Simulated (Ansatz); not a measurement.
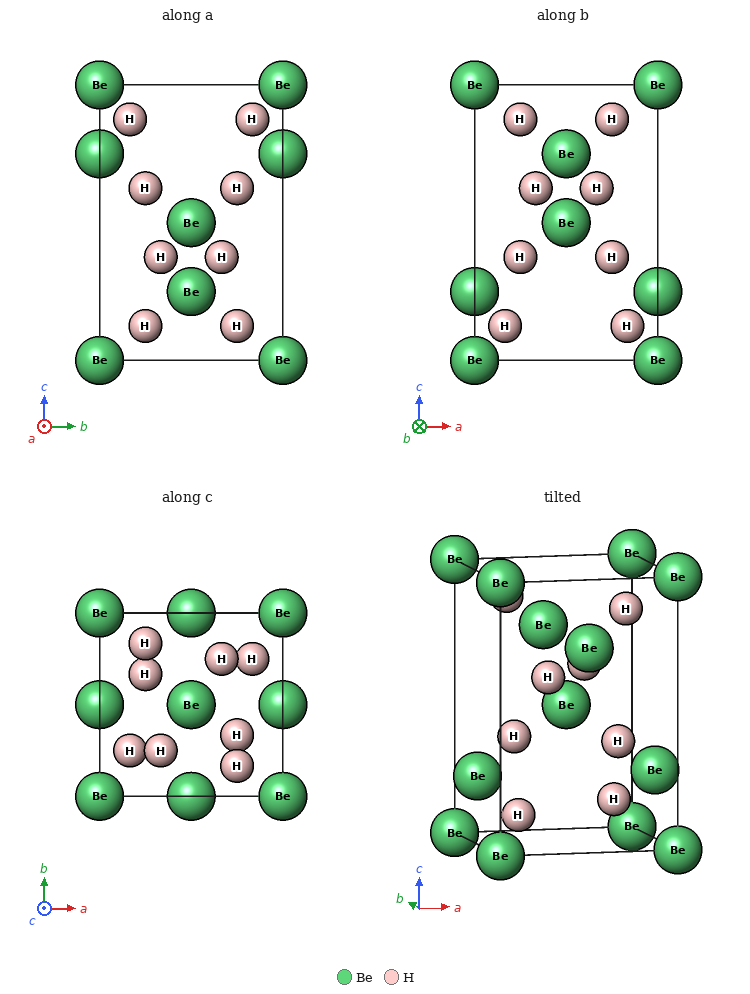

Spheres-only drawing of the structure, looking along the a axis, along the b axis, along the c axis and slightly off an axis. Lines trace the edges of the conventional unit cell.

Lattice parameters: a = 4.039 Å, b = 4.039 Å, c = 6.071 Å, α = 90.00°, β = 90.00°, γ = 90.00°. Put a along x and b in the xy plane.

Q: Express the structure as a POSCAR file.

A:
```
Be H
1.0
     4.039    0.000    0.000
     0.000    4.039    0.000
     0.000    0.000    6.071
Be H
4 8
Direct
  0.0000 0.0000 0.0000
  0.0000 0.5000 0.2500
  0.5000 0.5000 0.5000
  0.5000 0.0000 0.7500
  0.7500 0.3338 0.3750
  0.1662 0.2500 0.1250
  0.2500 0.6662 0.3750
  0.8338 0.7500 0.1250
  0.2500 0.8338 0.8750
  0.6662 0.7500 0.6250
  0.7500 0.1662 0.8750
  0.3338 0.2500 0.6250
```

The initial geometry was a structure type filled with these elements by a generator (whether the compound takes this form wasn't checked). Earlier steps of the study may have refined or changed the cell and positions. It was the input of a calculation with Ansatz.
